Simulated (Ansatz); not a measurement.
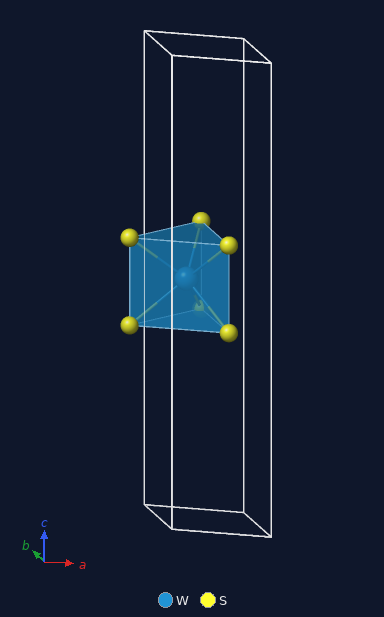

An orthographic polyhedral view of the structure, from the side at a slight tilt. The wireframe shows the simulation cell. Some neighbours outside the box are added.

WS₂, a = 3.56 Å, b = 3.25 Å, c = 16.95 Å, α = 90.00°, β = 90.00°, γ = 123.15°.

All computed values are from Ansatz, DFT PBEsol, scalar-relativistic, plane waves, PAW. Settings: a plane-wave cutoff of 420 eV, k-point mesh 12×12×2, Gaussian smearing of 0.05 eV, no spin polarisation.

Question: How large a gap does the method give, if there is one?

Answer: A semiconductor at this level, with a gap of 1.08 eV on the k-mesh (the true edges may lie between mesh points, so the gap can be somewhat smaller).

Provenance: a structure listed in the Materials Project. The cell was then strained or its atoms displaced on purpose. Ansatz was used for an electronic-structure calculation on it.

At this level of theory the cell isn't at rest (stretched, at -5 GPa and forces up to 1.2 eV/Å), so its distances can differ from those at equilibrium, the more so the softer the solid.
